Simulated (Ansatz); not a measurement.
System: Ta, space group Fm-3m (No. 225), 1 atom in the cell.

```cif
data_structure
_symmetry_space_group_name_H-M 'P 1'
_symmetry_Int_Tables_number 1
_cell_length_a 2.9499
_cell_length_b 2.9499
_cell_length_c 2.9499
_cell_angle_alpha 60.000
_cell_angle_beta 60.000
_cell_angle_gamma 60.000
_cell_volume 18.15
loop_
_atom_site_label
_atom_site_type_symbol
_atom_site_fract_x
_atom_site_fract_y
_atom_site_fract_z
_atom_site_occupancy
Ta1 Ta 0.00000 0.00000 0.00000 1
```

Ansatz 0.2.0; DFT, r2SCAN, all-electron PAW with datasets made for the crystal, scalar-relativistic, no spin polarisation, 14×14×14 k mesh, Fermi-Dirac smearing of 0.08 eV.

What will the band structure look like? The path is Γ–X–U–K–Γ–L–W–X.

A metal: 2 bands cross the Fermi level along this path. Bands cross the Fermi level on Γ–X, U–K, K–Γ, Γ–L, L–W and W–X, and not on X–U. At L the nearest levels lie 4.99 eV below and 0.29 eV above the Fermi level.

The cell is at 5 GPa in this functional. Spin-orbit coupling is left out, which matters for Ta.

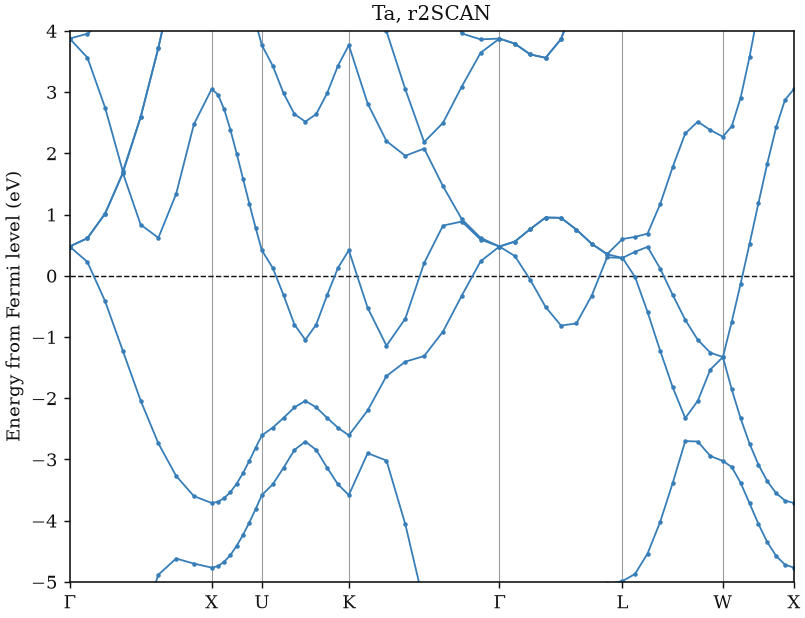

Band structure. Energies are counted from the Fermi level. The path runs straight from each named point to the next.
